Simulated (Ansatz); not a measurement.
## Ni8H2O: geometry relaxation (part 4 of 4)

Continued. System: Ni8H2O (slab, 11 atoms in the cell). Method: DFT PBE+D3(BJ), scalar-relativistic, plane waves, PAW, spin-polarised (Ansatz 0.2.0); cutoff 420 eV, 7×13×1 k-mesh, Gaussian smearing of 0.1 eV, collinear spins. The structure derives from an entry of the Crystallography Open Database. The input holds or restrains some coordinates. Forces given for the steps count only the free coordinates.

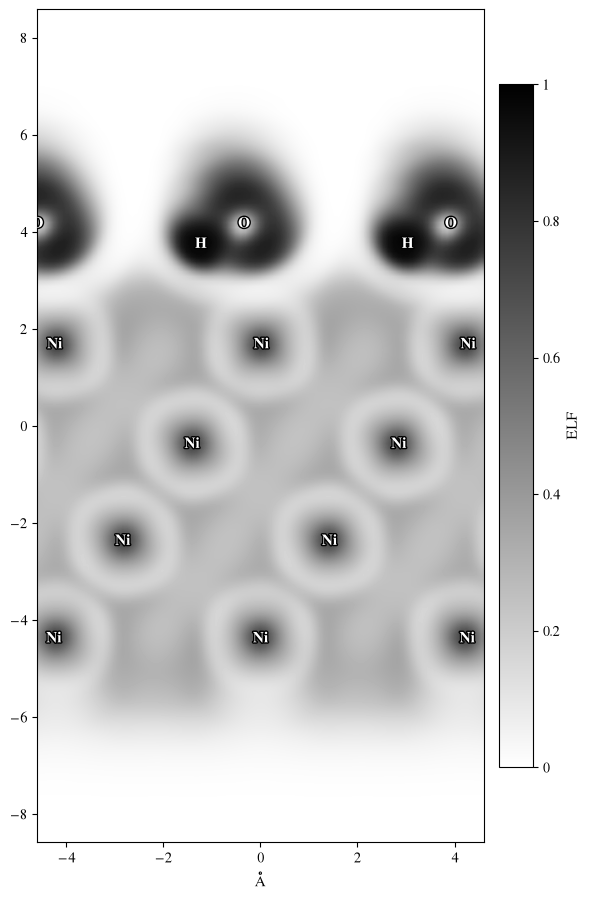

**Figure 1.** Electron localisation function on the (11̄0) plane of the calculation cell, a cut from vacuum to vacuum. Atoms in the plane: Ni, O and H. The strong features right at Ni lie inside the PAW spheres (semicore, d or f shells) and say nothing about bonding.

This output came from the following input.

### Input file
```yaml
crystal:
  lattice:
    - [4.9188979732, 0.0, 0.0]
    - [-1.2297244933, 2.1299453017, 0.0]
    - [0.0, 0.0, 25.4043950656]
  atoms:
    - { symbol: Ni, position: [0.3333333333, 0.3333333333, 0.3345877742], spin: 0.77 }
    - { symbol: Ni, position: [0.8333333333, 0.3333333333, 0.3345877742], spin: 0.77 }
    - { symbol: Ni, position: [0.6666666667, 0.6666666667, 0.4136343992], spin: 0.77 }
    - { symbol: Ni, position: [0.1666666667, 0.6666666667, 0.4136343992], spin: 0.77 }
    - { symbol: Ni, position: [0.0, 0.0, 0.4926810241], spin: 0.77 }
    - { symbol: Ni, position: [0.5, 0.0, 0.4926810241], spin: 0.77 }
    - { symbol: Ni, position: [0.3333333333, 0.3333333333, 0.571727649], spin: 0.77 }
    - { symbol: Ni, position: [0.8333333333, 0.3333333333, 0.571727649], spin: 0.77 }
    - { symbol: O, position: [0.1666666666, 0.6666666666, 0.6354961425] }
    - { symbol: H, position: [-0.0306728664, 0.5794958722, 0.6504541841] }
    - { symbol: H, position: [0.2057842009, 0.3531154039, 0.6504541841] }
basis:
  ecutwfc: 420
kpoints:
  mp_grid: { grid: [7, 13, 1] }
hamiltonian:
  xc: pbe
  dispersion: d3bj
scf:
  occupations: { method: gaussian, width: 0.1 }
output:
  forces: true
  eigenvalues: true
  populations: true
  write_density: true
  write_potential: true
  elf: true
  volumetric_format: npy
magnetization:
  spin_polarized: true
relax:
  adjacent_minimum: "off"
  f_tol: 0.03
  max_steps: 70
  constraints: [{ sites: [0, 1, 2, 3] }]
efield:
  axis: 3
  dipole_correction: true
```

Launch command:
```bash
ansatz run input.yaml --threads 8 --pin off --max-ram 22528MiB --backend cpu --events-out ev --progress --plain --runs-dir out
```

### Key numbers

```tsv
quantity	value
outcome	converged under the restraints of the input
electrons treated	152
free energy	−47317.7100 eV
work function, top face	4.43 eV
work function, bottom face	5.11 eV
Fermi energy	3.330 eV
gap on the k-point mesh	none (metallic)
net moment of the cell	5.21 μB
integrated absolute moment	6.04 μB
final volume	266.16 Å³
work function (upper face)	4.43 eV
largest force (length of the vector) at the end, held atoms and coordinates included	0.039 eV/Å
hardware	8 threads of Arm Neoverse N1, 98 GiB of memory available, shared host
wall time	26 min (CPU time 3.3 h)
peak memory	2.5 GiB
```

### Remarks

The electronic state found may not be the lowest one. Notes on the run: the exchange-correlation potential is rough where the density is thin.
